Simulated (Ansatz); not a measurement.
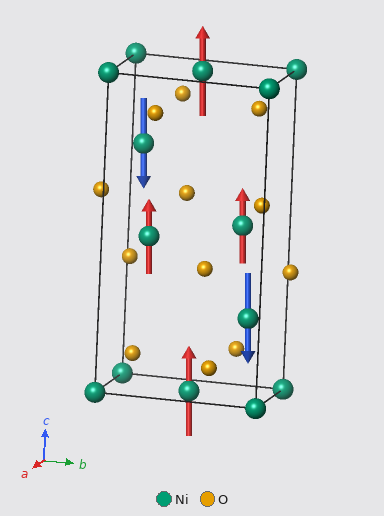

The image is a spheres-only drawing of a crystal, viewed slightly off an axis. The cell (the run's own, in a reduced setting) is outlined; an atom on or near a face, edge or corner is repeated at each equivalent position. Arrows are the site magnetic moments above 0.25 μB (those induced on non-metal atoms are left out); longer means larger, and red and blue are up and down (without spin-orbit coupling the axis itself is arbitrary).

This is the state reached for Ni3O4. Computational set-up: DFT PBEsol, scalar-relativistic, plane waves, PAW in Ansatz, cutoff 420 eV, k-points about 0.18 Å⁻¹ apart, Gaussian smearing of 0.1 eV, collinear spins.

### What order do the moments form, and how large are they?

Antiferromagnetic (within this cell). Site moments: 3 Ni +0.7 to +1.3 μB and 2 Ni −1.3 μB. The net spin moment of the whole cell is 0.0 μB.

The cell started as a structure listed in the Materials Project. Earlier steps of the study, as a rule a relaxation of our own, may have changed the cell and positions, so they can lie some per cent off the listed ones. It was run through Ansatz as a DFT input.

At this level of theory the run's own cell isn't at rest (stretched, at -13 GPa and forces up to 0.8 eV/Å), so its distances can differ from those at equilibrium, the more so the softer the solid, and its magnetic state may change on relaxation.
